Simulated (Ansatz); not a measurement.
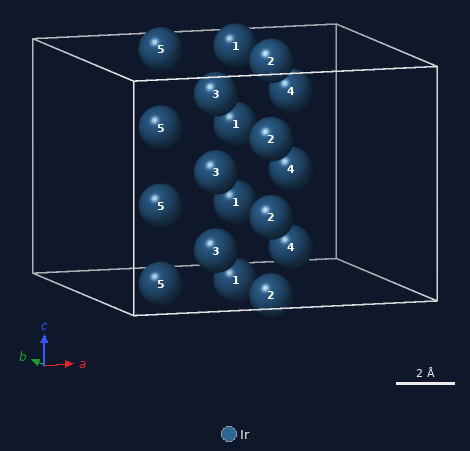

The starting structure (spheres-only view of the 3 repeat of the cell, with the vacuum cut short, seen slightly off an axis; atoms are numbered from 1 in the order of the input). An atom can appear more than once, as a periodic image.

**Geometry relaxation, with input and output: Ir (part 1 of 3)**

System: Ir (5 atoms in the cell).
Method: DFT PBE, scalar-relativistic, plane waves, PAW, no spin polarisation (Ansatz 0.2.0).

The structure derives from an entry of the Crystallography Open Database. It belongs to a series of runs on one base structure; here: wire along [1 1 0], 5 atoms a period. Figures and captions count atoms from 1; the log counts them from 0 in places.

**Input file**
```yaml
crystal:
  lattice:
    - [13.1, 0.0, 0.0]
    - [0.0, 13.2, 0.0]
    - [0.0, 0.0, 2.7369706247]
  atoms:
    - { symbol: Ir, position: [0.5522322638, 0.6466159461, 0.0] }
    - { symbol: Ir, position: [0.5522322638, 0.3533840539, 0.0] }
    - { symbol: Ir, position: [0.4477677362, 0.5, 0.5] }
    - { symbol: Ir, position: [0.6566967915, 0.5, 0.5] }
    - { symbol: Ir, position: [0.3433032085, 0.6466159461, 0.0] }
basis:
  ecutwfc: 420
kpoints:
  mp_grid: { grid: [1, 1, 20] }
hamiltonian:
  xc: pbe
scf:
  occupations: { method: gaussian, width: 0.05 }
output:
  forces: true
  stress: true
  eigenvalues: true
  populations: true
  write_density: true
  write_potential: true
  elf: true
  volumetric_format: npy
relax:
  adjacent_minimum: "off"
  f_tol: 0.02
  max_steps: 45
  cell: { fix: [a, b, alpha, beta, gamma], stress_tol: 0.03 }
```

Run on 4 threads of Arm Neoverse V1, 24 GiB of memory available, shared host.

Launched with:
```bash
ansatz run input.yaml --threads 4 --pin off --max-ram 11264MiB --backend cpu --events-out ev --progress --plain --runs-dir out
```

**Output**
```
Engine: ansatz 0.2.0, aarch64-unknown-linux-gnu
Pseudopotentials: kind: paw
Pseudopotential: Ir, paw, valence charge 17, recommended cutoff 420 eV (normal), Ir.paw.azcp
Functional definition: PBE
  parameter kappa = 0.804
  parameter beta = 0.06672455060314922
  exchange = pbe_x(kappa = kappa, mu = beta*pi^2/3)
  correlation = pbe_c(beta = beta)
Crystal: 5 atoms, lattice volume = 473.277 Å³
Basis set: ecut = 420 eV, 9303 PW (Γ), exchange–correlation on 180×180×40 points (8 copies of the dense FFT grid, shifted against one another)
Bands: 51, of which v1, the nominal top of the filled ones, is band 43 counted from 1 (42 counted from 0)
Symmetry: 2 space group operations
Space group: Pm (ITA 6), of the structure as read, at distance tolerance 7.8e-5 Å
k-points: 11 of 20
Non-local potential: Ir, projectors of the file, l = 0: 3, l = 1: 2, l = 2: 2, l = 3: 1
PAW form: soft (Blöchl's): semilocal exchange-correlation on the pseudo side does not see the compensation charge
PAW one-centre angular grid: Ir, 590 points (default); XC on 64 Gauss nodes
Initial density: superposition of atomic densities (neutral atoms: chi_scale 0, normalization atom), corrected by the library's trained network
Initial wavefunctions: pseudopotential atomic-orbital guess
Functional: x = pbe(κ = 0.804, μ = 0.2195149727645171), c = pbe(β = 0.06672455060314922)
SCF iter   1: F=—  HF=-59666.543589 eV  |F-HF|=—  |Δ(HF+E_count)|=         —  Δρ=1.11e-2  dr2=1.39e0  ethr=1.77e-3  ⟨swp⟩=9.9  Hψ=2542  notcnv=0
preconditioner: auto → LDOS  [metal: Δε(μ)=0.003 eV  Ē_g=4.182 eV  σ=0.050 eV  W_gap=0.03  n_scr=60 (ndim 8)  ℏωp=11.5 eV  f_vac=0.715  D(μ)=7.23/eV (n_scr^D=36)  β→1.0]
SCF iter   2: F=—  HF=-59666.675087 eV  |F-HF|=—  |Δ(HF+E_count)|=   1.31e-1  Δρ=1.78e-2  dr2=3.93e0  ethr=1.63e-3  ⟨swp⟩=2.0  Hψ=976  notcnv=0  defer=14  recentre
SCF iter   3: F=—  HF=-59666.475142 eV  |F-HF|=—  |Δ(HF+E_count)|=   2.00e-1  Δρ=3.63e-3  dr2=1.23e-1  ethr=1.63e-3  ⟨swp⟩=2.0  Hψ=873  notcnv=0  defer=14
SCF iter   4: F=—  HF=-59666.469893 eV  |F-HF|=—  |Δ(HF+E_count)|=   5.25e-3  Δρ=1.42e-3  dr2=1.72e-2  ethr=1.45e-4  ⟨swp⟩=1.9  Hψ=758  notcnv=0  defer=14
SCF iter   5: F=—  HF=-59666.469593 eV  |F-HF|=—  |Δ(HF+E_count)|=   3.00e-4  Δρ=6.58e-4  dr2=6.89e-3  ethr=2.02e-5  ⟨swp⟩=2.0  Hψ=724  notcnv=0  defer=14
SCF iter   6: F=—  HF=-59666.469598 eV  |F-HF|=—  |Δ(HF+E_count)|=   5.59e-6  Δρ=2.43e-4  dr2=4.28e-4  ethr=8.10e-6  ⟨swp⟩=1.4  Hψ=557  notcnv=0  defer=14
SCF iter   7: F=—  HF=-59666.469698 eV  |F-HF|=—  |Δ(HF+E_count)|=   9.98e-5  Δρ=1.12e-4  dr2=1.47e-4  ethr=5.03e-7  ⟨swp⟩=2.1  Hψ=806  notcnv=0  defer=14
SCF iter   8: F=—  HF=-59666.469711 eV  |F-HF|=—  |Δ(HF+E_count)|=   1.31e-5  Δρ=4.05e-5  dr2=1.85e-5  ethr=1.73e-7  ⟨swp⟩=2.0  Hψ=734  notcnv=0  defer=14
SCF iter   9: F=—  HF=-59666.469519 eV  |F-HF|=—  |Δ(HF+E_count)|=   1.92e-4  Δρ=2.24e-5  dr2=5.22e-6  ethr=2.17e-8  ⟨swp⟩=2.0  Hψ=763  notcnv=0  defer=14
SCF iter  10: F=—  HF=-59666.469521 eV  |F-HF|=—  |Δ(HF+E_count)|=   1.69e-6  Δρ=1.27e-5  dr2=2.06e-6  ethr=6.14e-9  ⟨swp⟩=1.1  Hψ=548  notcnv=0  defer=14
SCF iter  11: F=—  HF=-59666.469522 eV  |F-HF|=—  |Δ(HF+E_count)|=   5.07e-7  Δρ=3.72e-6  dr2=1.20e-7  ethr=2.42e-9  ⟨swp⟩=1.1  Hψ=569  notcnv=0  defer=14
SCF iter  12: F=-59666.469522 eV  HF=-59666.469522 eV  |F-HF|=2.65e-8  |Δ(HF+E_count)|=   1.15e-7  Δρ=2.02e-6  dr2=6.67e-8  ethr=1.18e-10  ⟨swp⟩=19.0  Hψ=4262  notcnv=0
SCF 1 converged in 12 iterations: F = -59666.469522 eV  dr2 = 6.67e-8
  greatest PAW one-centre occupation: 1.000 electrons in one spin orbital (limit 2), on the Ir atom at site 2 (counted from 0), in its partial waves of l = 0
relax step   1: F+E_penalty+E_count = -59666.46952169 eV  Δ(F+E_penalty+E_count) = +0.000e0 eV  max|allowed force component| = 2.503e0 eV/Å  Δτ_max = 0.0000 Å  P = -4.607 GPa  Ω = 473.277 Å³  fix = [a, b, alpha, beta, gamma]  reactions: a -3.570, b -3.693 GPa; gamma -1.171 GPa/rad  (12 SCF iters, dr2 threshold 1.00e-7 eV, accepted)
Crystal: 5 atoms, lattice volume = 461.463 Å³
Basis set: ecut = 420 eV, 9055 PW (Γ), exchange–correlation on 180×180×40 points (8 copies of the dense FFT grid, shifted against one another)
Initial density: handed on by an earlier stage of this run
Initial wavefunctions: those handed on with the density
iter 1 solved again at ethr=1.09e-3 eV; its pass at ethr=3.10e-3 eV (dr2=9.24e-1 eV) is discarded
SCF iter   1: F=—  HF=-59667.537324 eV  |F-HF|=—  |Δ(HF+E_count)|=         —  Δρ=1.12e-2  dr2=9.35e-1  ethr=1.09e-3  ⟨swp⟩=1.2  Hψ=3000  notcnv=0
preconditioner: auto → LDOS  [metal: Δε(μ)=0.025 eV  Ē_g=5.080 eV  σ=0.050 eV  W_gap=0.27  n_scr=60 (ndim 8)  ℏωp=11.6 eV  f_vac=0.734  D(μ)=10.33/eV (n_scr^D=56)  β→1.0]
SCF iter   2: F=—  HF=-59667.559919 eV  |F-HF|=—  |Δ(HF+E_count)|=   2.26e-2  Δρ=7.60e-3  dr2=6.02e-1  ethr=1.09e-3  ⟨swp⟩=2.5  Hψ=914  notcnv=0
SCF iter   3: F=—  HF=-59667.454901 eV  |F-HF|=—  |Δ(HF+E_count)|=   1.05e-1  Δρ=2.98e-3  dr2=1.16e-1  ethr=7.08e-4  ⟨swp⟩=2.0  Hψ=973  notcnv=0  defer=17
SCF iter   4: F=—  HF=-59667.450095 eV  |F-HF|=—  |Δ(HF+E_count)|=   4.81e-3  Δρ=1.69e-3  dr2=2.98e-2  ethr=1.37e-4  ⟨swp⟩=2.0  Hψ=866  notcnv=0  defer=17
SCF iter   5: F=—  HF=-59667.449494 eV  |F-HF|=—  |Δ(HF+E_count)|=   6.01e-4  Δρ=8.85e-4  dr2=9.72e-3  ethr=3.50e-5  ⟨swp⟩=1.2  Hψ=565  notcnv=0  defer=17
SCF iter   6: F=—  HF=-59667.449742 eV  |F-HF|=—  |Δ(HF+E_count)|=   2.48e-4  Δρ=3.55e-4  dr2=1.16e-3  ethr=1.14e-5  ⟨swp⟩=1.1  Hψ=545  notcnv=0  defer=17
SCF iter   7: F=—  HF=-59667.449844 eV  |F-HF|=—  |Δ(HF+E_count)|=   1.02e-4  Δρ=1.96e-4  dr2=6.34e-4  ethr=1.37e-6  ⟨swp⟩=1.7  Hψ=616  notcnv=0  defer=17
SCF iter   8: F=—  HF=-59667.449868 eV  |F-HF|=—  |Δ(HF+E_count)|=   2.34e-5  Δρ=1.11e-4  dr2=1.78e-4  ethr=7.46e-7  ⟨swp⟩=1.3  Hψ=606  notcnv=0  defer=17
SCF iter   9: F=—  HF=-59667.449721 eV  |F-HF|=—  |Δ(HF+E_count)|=   1.46e-4  Δρ=6.46e-5  dr2=5.93e-5  ethr=2.09e-7  ⟨swp⟩=1.1  Hψ=550  notcnv=0  defer=17
SCF iter  10: F=—  HF=-59667.449723 eV  |F-HF|=—  |Δ(HF+E_count)|=   2.07e-6  Δρ=3.37e-5  dr2=1.46e-5  ethr=6.97e-8  ⟨swp⟩=1.4  Hψ=561  notcnv=0  defer=17
SCF iter  11: F=—  HF=-59667.449726 eV  |F-HF|=—  |Δ(HF+E_count)|=   2.33e-6  Δρ=1.55e-5  dr2=2.96e-6  ethr=1.72e-8  ⟨swp⟩=1.6  Hψ=598  notcnv=0  defer=17
SCF iter  12: F=-59667.449726 eV  HF=-59667.449726 eV  |F-HF|=8.80e-9  |Δ(HF+E_count)|=   7.10e-7  Δρ=4.87e-6  dr2=2.73e-7  ethr=5.88e-10  ⟨swp⟩=19.0  Hψ=4880  notcnv=0
SCF 2 converged in 12 iterations: F = -59667.449726 eV  dr2 = 2.73e-7
[... from here on the iterations of each SCF are left out, up to the last one ...]
relax step   2: F+E_penalty+E_count = -59667.44972635 eV  Δ(F+E_penalty+E_count) = -9.802e-1 eV  max|allowed force component| = 1.304e0 eV/Å  Δτ_max = 0.1955 Å  P = +0.259 GPa  Ω = 461.463 Å³  energy of the carried Pulay correction = +8.181e-4 eV  fix = [a, b, alpha, beta, gamma]  reactions: a +1.167, b +1.395 GPa; gamma -0.426 GPa/rad  (12 SCF iters, dr2 threshold 5.00e-7 eV, accepted)
Crystal: 5 atoms, lattice volume = 448.571 Å³
Basis set: ecut = 420 eV, 8823 PW (Γ), exchange–correlation on 180×180×40 points (8 copies of the dense FFT grid, shifted against one another)
preconditioner: auto → LDOS  [metal: Δε(μ)=0.017 eV  Ē_g=5.003 eV  σ=0.050 eV  W_gap=0.18  n_scr=60 (ndim 8)  ℏωp=11.8 eV  f_vac=0.724  D(μ)=5.83/eV (n_scr^D=36)  β→1.0]
SCF 3 converged in 10 iterations: F = -59667.783241 eV  dr2 = 4.80e-8
relax step   3: F+E_penalty+E_count = -59667.78324052 eV  Δ(F+E_penalty+E_count) = -3.335e-1 eV  max|allowed force component| = 5.744e-1 eV/Å  Δτ_max = 0.2000 Å  P = -0.111 GPa  Ω = 448.571 Å³  energy of the carried Pulay correction = +1.735e-3 eV  fix = [a, b, alpha, beta, gamma]  reactions: a -0.377, b +0.301 GPa; gamma +0.236 GPa/rad  (10 SCF iters, dr2 threshold 5.00e-7 eV, accepted)
Crystal: 5 atoms, lattice volume = 445.153 Å³
Basis set: ecut = 420 eV, 8751 PW (Γ), exchange–correlation on 180×180×40 points (8 copies of the dense FFT grid, shifted against one another)
preconditioner: auto → LDOS  [insulator: Δε(μ)=0.085 eV  Ē_g=5.038 eV  σ=0.050 eV  W_gap=0.76  n_scr=60 (ndim 8)  ℏωp=11.8 eV  f_vac=0.724  D(μ)=3.84/eV (n_scr^D=20)  ε∞_Penn≈6.5  β→1.0]
SCF 4 converged in 8 iterations: F = -59667.830757 eV  dr2 = 2.80e-7
relax step   4: F+E_penalty+E_count = -59667.83075677 eV  Δ(F+E_penalty+E_count) = -4.752e-2 eV  max|allowed force component| = 2.408e-1 eV/Å  Δτ_max = 0.0852 Å  P = +0.060 GPa  Ω = 445.153 Å³  energy of the carried Pulay correction = +1.982e-3 eV  fix = [a, b, alpha, beta, gamma]  reactions: a -0.302, b +0.323 GPa; gamma -0.042 GPa/rad  (8 SCF iters, dr2 threshold 5.00e-7 eV, accepted)
Crystal: 5 atoms, lattice volume = 439.362 Å³
Basis set: ecut = 420 eV, 8623 PW (Γ), exchange–correlation on 180×180×40 points (8 copies of the dense FFT grid, shifted against one another)
preconditioner: auto → LDOS  [metal: Δε(μ)=0.027 eV  Ē_g=5.100 eV  σ=0.050 eV  W_gap=0.30  n_scr=60 (ndim 8)  ℏωp=11.9 eV  f_vac=0.721  D(μ)=12.09/eV (n_scr^D=68)  β→1.0]
SCF 5 converged in 15 iterations: F = -59667.991754 eV  dr2 = 8.78e-10
relax step   5: F+E_penalty+E_count = -59667.99175443 eV  Δ(F+E_penalty+E_count) = -1.610e-1 eV  max|allowed force component| = 1.074e0 eV/Å  Δτ_max = 0.1956 Å  P = +0.165 GPa  Ω = 439.362 Å³  energy of the carried Pulay correction = +2.406e-3 eV  fix = [a, b, alpha, beta, gamma]  reactions: a -0.455, b -0.259 GPa; gamma -0.671 GPa/rad  (15 SCF iters, dr2 threshold 5.00e-7 eV, accepted)
Crystal: 5 atoms, lattice volume = 436.919 Å³
Basis set: ecut = 420 eV, 8551 PW (Γ), exchange–correlation on 180×180×40 points (8 copies of the dense FFT grid, shifted against one another)
preconditioner: auto → LDOS  [metal: Δε(μ)=0.011 eV  Ē_g=5.136 eV  σ=0.050 eV  W_gap=0.12  n_scr=60 (ndim 8)  ℏωp=11.9 eV  f_vac=0.720  D(μ)=10.00/eV (n_scr^D=60)  β→1.0]
SCF 6 converged in 12 iterations: F = -59667.970910 eV  dr2 = 2.45e-7
relax step   6: F+E_penalty+E_count = -59667.97090998 eV  Δ(F+E_penalty+E_count) = +2.084e-2 eV  max|allowed force component| = 1.795e0 eV/Å  Δτ_max = 0.1935 Å  P = +0.259 GPa  Ω = 436.919 Å³  energy of the carried Pulay correction = +2.586e-3 eV  fix = [a, b, alpha, beta, gamma]  (12 SCF iters, dr2 threshold 5.00e-7 eV, rejected (line search))
Crystal: 5 atoms, lattice volume = 442.742 Å³
Basis set: ecut = 420 eV, 8687 PW (Γ), exchange–correlation on 180×180×40 points (8 copies of the dense FFT grid, shifted against one another)
preconditioner: auto → LDOS  [metal: Δε(μ)=0.026 eV  Ē_g=5.133 eV  σ=0.050 eV  W_gap=0.29  n_scr=60 (ndim 8)  ℏωp=11.8 eV  f_vac=0.723  D(μ)=10.27/eV (n_scr^D=60)  β→1.0]
SCF 7 converged in 18 iterations: F = -59668.155512 eV  dr2 = 7.89e-12
relax step   7: F+E_penalty+E_count = -59668.15551199 eV  Δ(F+E_penalty+E_count) = -1.638e-1 eV  max|allowed force component| = 8.945e-1 eV/Å  Δτ_max = 0.0939 Å  P = +0.239 GPa  Ω = 442.742 Å³  energy of the carried Pulay correction = +2.158e-3 eV  fix = [a, b, alpha, beta, gamma]  reactions: a +0.035, b -0.047 GPa; gamma -0.641 GPa/rad  (18 SCF iters, accepted)
Crystal: 5 atoms, lattice volume = 446.022 Å³
Basis set: ecut = 420 eV, 8767 PW (Γ), exchange–correlation on 180×180×40 points (8 copies of the dense FFT grid, shifted against one another)
preconditioner: auto → LDOS  [metal: Δε(μ)=0.026 eV  Ē_g=5.101 eV  σ=0.050 eV  W_gap=0.29  n_scr=60 (ndim 8)  ℏωp=11.8 eV  f_vac=0.723  D(μ)=11.46/eV (n_scr^D=68)  β→1.0]
SCF 8 converged in 12 iterations: F = -59668.256902 eV  dr2 = 2.59e-7
relax step   8: F+E_penalty+E_count = -59668.25690164 eV  Δ(F+E_penalty+E_count) = -1.014e-1 eV  max|allowed force component| = 5.406e-1 eV/Å  Δτ_max = 0.0974 Å  P = +0.018 GPa  Ω = 446.022 Å³  energy of the carried Pulay correction = +1.919e-3 eV  fix = [a, b, alpha, beta, gamma]  reactions: a +0.302, b -0.201 GPa; gamma -0.225 GPa/rad  (12 SCF iters, dr2 threshold 5.00e-7 eV, accepted)
Crystal: 5 atoms, lattice volume = 447.979 Å³
Basis set: ecut = 420 eV, 8807 PW (Γ), exchange–correlation on 180×180×40 points (8 copies of the dense FFT grid, shifted against one another)
preconditioner: auto → LDOS  [metal: Δε(μ)=0.017 eV  Ē_g=5.120 eV  σ=0.050 eV  W_gap=0.19  n_scr=60 (ndim 8)  ℏωp=11.8 eV  f_vac=0.725  D(μ)=16.24/eV (n_scr^D=106)  β→1.0]
SCF 9 converged in 11 iterations: F = -59668.249102 eV  dr2 = 3.65e-7
relax step   9: F+E_penalty+E_count = -59668.24910210 eV  Δ(F+E_penalty+E_count) = +7.800e-3 eV  max|allowed force component| = 4.664e-1 eV/Å  Δτ_max = 0.0536 Å  P = +0.326 GPa  Ω = 447.979 Å³  energy of the carried Pulay correction = +1.778e-3 eV  fix = [a, b, alpha, beta, gamma]  (11 SCF iters, dr2 threshold 5.00e-7 eV, rejected (line search))
Crystal: 5 atoms, lattice volume = 446.162 Å³
preconditioner: auto → LDOS  [metal: Δε(μ)=0.020 eV  Ē_g=5.080 eV  σ=0.050 eV  W_gap=0.22  n_scr=60 (ndim 8)  ℏωp=11.8 eV  f_vac=0.723  D(μ)=12.10/eV (n_scr^D=68)  β→1.0]
SCF 10 converged in 18 iterations: F = -59668.271326 eV  dr2 = 8.03e-12
```
